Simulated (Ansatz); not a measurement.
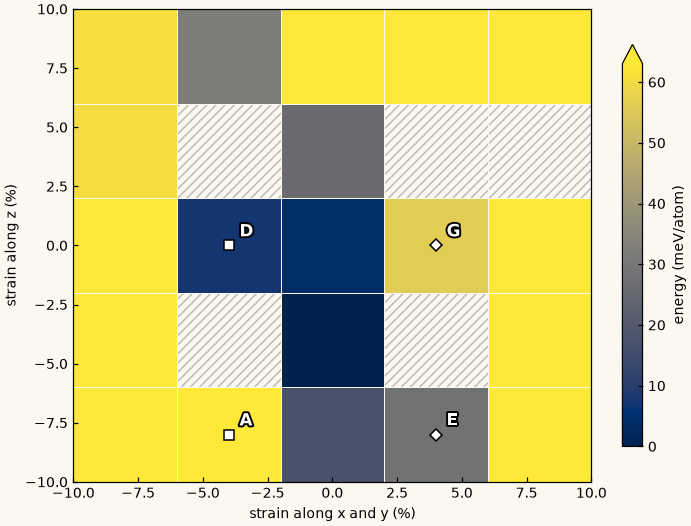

Y (Fm-3m, No. 225; 1 atom in the cell). 
- The cell is strained homogeneously, by one strain along x and y and another along z, with fractional coordinates fixed (x, y and z along the cube axes).
- The first coordinate is: strain along x and y; the second: strain along z.
- Grid: 5 × 5 points. At 5 points there is no value.
- Points are written as (first, second).
- Energies: meV/atom, counted from the lowest grid point.
- The reference cell is the one listed in the database, not relaxed at this level.
- Computed with Ansatz, DFT LDA, scalar-relativistic, plane waves, PAW. Settings: cutoff 420 eV, k-mesh 16×16×16, gaussian smearing 0.15 eV, no spin polarisation.

Drawn: one coloured cell a grid point, one colour for all values above the top of the scale, hatched blanks where no value was computed, lettered points.

**Rank the lettered points by energy, lowest first.**

D (7 meV/atom), E (28 meV/atom), G (56 meV/atom), A (68 meV/atom).
